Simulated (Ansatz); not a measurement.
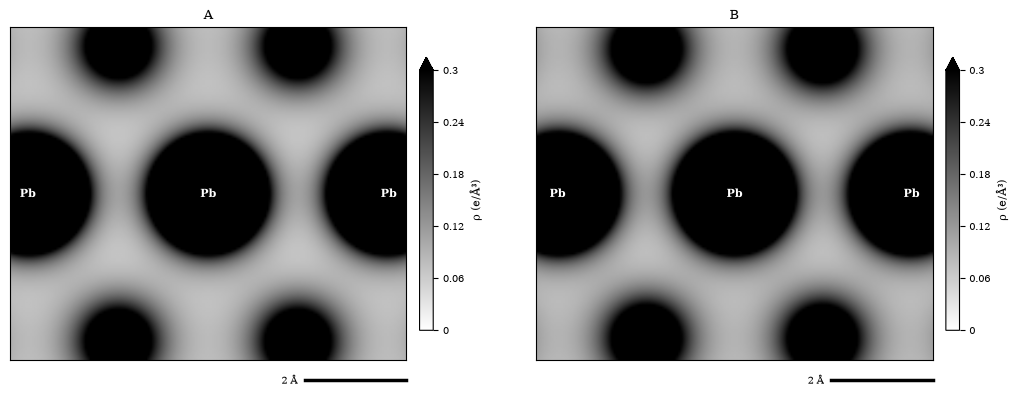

Pb. The valence electron density of two cells that differ in size, on the (100) plane of each (indices in the axes of the calculation cell), at one length scale and on one colour scale; one has 30.3 and the other 32.2 Å³ an atom.

Level of theory: DFT PBE+D3(BJ), scalar-relativistic, plane waves, PAW (Ansatz).

The larger cell:

```
Pb
1.0
     3.55790    0.00000    0.00000
    -1.77895    3.08123    0.00000
     0.00000    0.00000    5.86553
Pb
2
Cartesian
  0.0000 2.0542 1.4664
  1.7790 1.0271 4.3991
```

The smaller cell: a = 3.489 Å, b = 3.489 Å, c = 5.753 Å, α = 90.00°, β = 90.00°, γ = 120.00°.

Which is the denser cell? Describe the effect of the change.

Panel B is the smaller cell, by 6 % in volume. From the larger cell to the smaller, Pb–Pb goes from 3.56 to 3.49 Å, and the density at its midpoint from 0.11 to 0.12 e/Å³; the pressure goes from −2.3 to 0.0 GPa.
